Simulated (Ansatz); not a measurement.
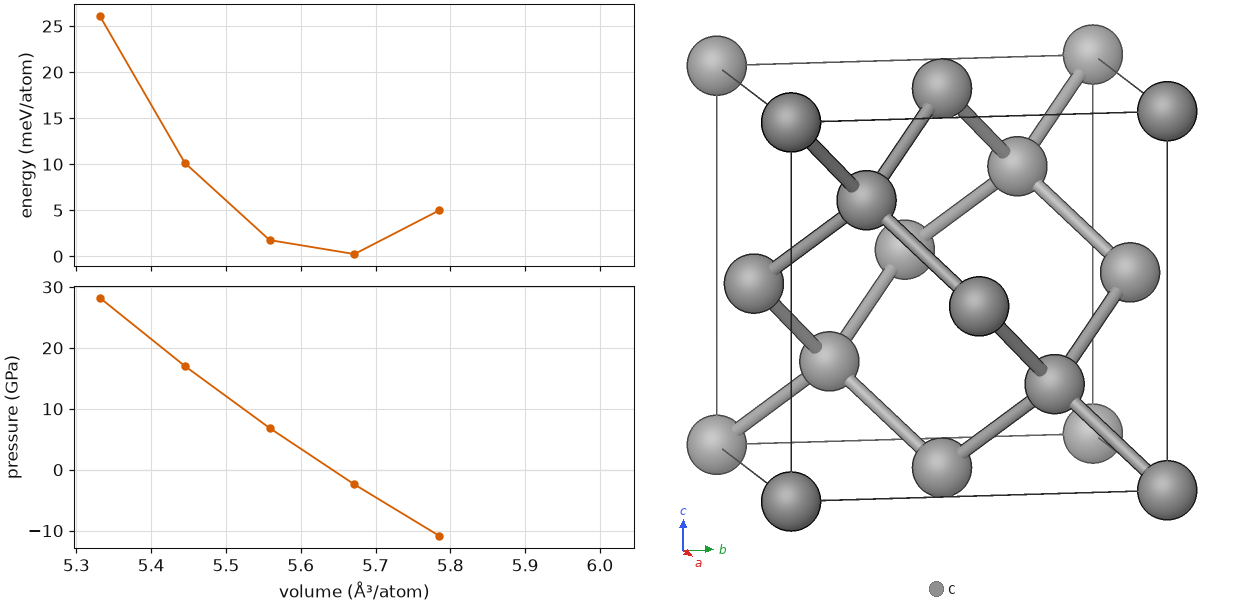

Plotted: energy and pressure against volume for C, space group Fd-3m (No. 227). The conventional cell is drawn beside the plot.

Cell as given: a = 2.522 Å, b = 2.522 Å, c = 2.522 Å, α = 60.00°, β = 60.00°, γ = 60.00°; 2 atoms.

Calculation (Ansatz 0.2.0): plane-wave DFT, no spin polarisation; energies at scaled volumes of the given cell, shape and fractions fixed, counted from the fit's minimum, third-order Birch-Murnaghan fit. Level: m-r2SCAN.

| setting | value |
| --- | --- |
| k mesh | 13×13×13 |
| occupations | Fermi–Dirac |
| smearing width | 0.05 eV |
| potentials | Ansatz PAW |
| wave cutoff | 500 eV |
| density cutoff | 2000 eV |

The points at volume 5.8987 Å³/atom and 6.0122 Å³/atom are left out of the plot. What values does the calculation give there?

| volume (Å³/atom) | energy (meV/atom) | pressure (GPa) |
| --- | --- | --- |
| 5.8987 | 15.42 | −18.54 |
| 6.0122 | 31.06 | −25.53 |
